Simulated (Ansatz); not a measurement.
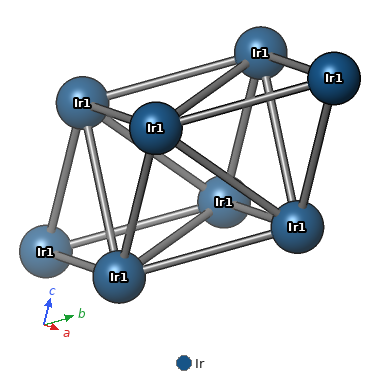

The system is Ir (Fm-3m, No. 225; 1 atom in the cell); the picture shows the reference structure. The energy is mapped over two homogeneous strains (x, y and z along the cube axes). The first coordinate is: engineering shear strain xz; the second: engineering shear strain yz. Nothing is relaxed (symmetry fixes all fractional coordinates). The grid has 7 × 7 points; 10 points were computed and 39 follow by symmetry. Points are written as (first, second). Energies are in meV/atom, from the lowest grid point. All numbers below come from DFT LDA, scalar-relativistic, plane waves, PAW (Ansatz 0.2.0). Settings: cutoff 420 eV, k-mesh 20×20×20, gaussian smearing 0.15 eV, no spin polarisation.

Its coordinates:

```xyz
1
Lattice="0.0000 1.9054 1.9054 1.9054 0.0000 1.9054 1.9054 1.9054 0.0000" Properties=species:S:1:pos:R:3 pbc="T T T"
Ir    0.0000    0.0000    0.0000
```

The input of one point:

```yaml
crystal:
  lattice:
    - [0.0, 1.9054060557, 1.9054060557]
    - [1.9054060557, 0.0, 1.9054060557]
    - [1.9054060557, 1.9054060557, 0.0]
  atoms:
    - { symbol: Ir, position: [0.0, 0.0, 0.0] }
basis:
  ecutwfc: 420
kpoints:
  mp_grid: { grid: [20, 20, 20] }
hamiltonian:
  xc: lda
  pseudopotentials: { kind: paw, azcp: { folder: soft_1 } }
scf:
  occupations: { method: gaussian, width: 0.15 }
output:
  forces: true
  stress: true
  eigenvalues: true
  write_density: true
  write_potential: true
  elf: true
  volumetric_format: npy
```

Range: engineering shear strain xz from −22.0 to 22.0 %; engineering shear strain yz from −22.0 to 22.0 %.

Predict the map.

Answer. The lowest grid point is at (0.0 %, 0.0 %). It is the only kind of minimum in the scanned range. The highest grid point, (−22.0 %, −22.0 %), lies 1144 meV/atom above the lowest. Round the minimum the contours are nearly round: the two directions are equally stiff and uncoupled.

```
second ↓, first →  −22.0  −14.7  −7.3  0.0  7.3  14.7  22.0
             22.0   1144    860   690  632  690   860  1144
             14.7    860    536   344  281  344   536   860
              7.3    690    344   139   71  139   344   690
              0.0    632    281    71    0   71   281   632
             −7.3    690    344   139   71  139   344   690
            −14.7    860    536   344  281  344   536   860
            −22.0   1144    860   690  632  690   860  1144
```

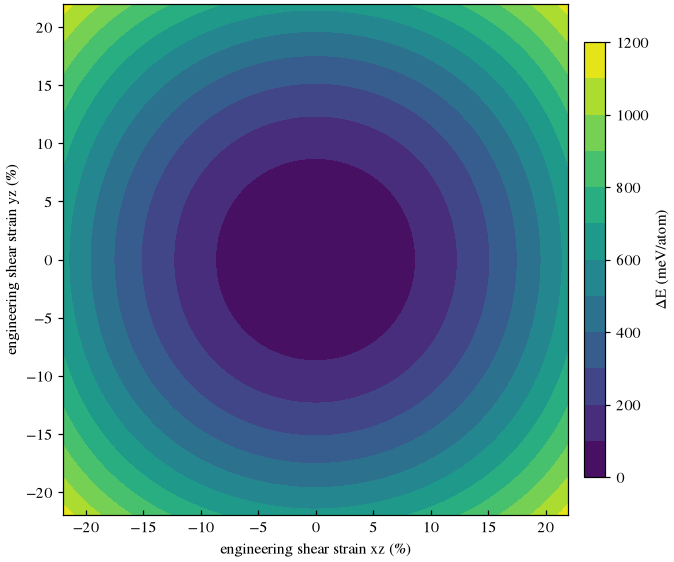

In the figure: filled contours. Between grid points the surface is interpolated.

Each point was launched as `ansatz run input.yaml --threads 1 --pin off --max-ram 2048MiB --backend cpu --events-out ev --progress --plain --runs-dir out`. The whole map (10 points run) took 3.8 min on 1 thread of Intel(R) Xeon(R) Platinum 8223CL CPU @ 3.00GHz (Skylake/Cascade Lake), with other jobs on the host.
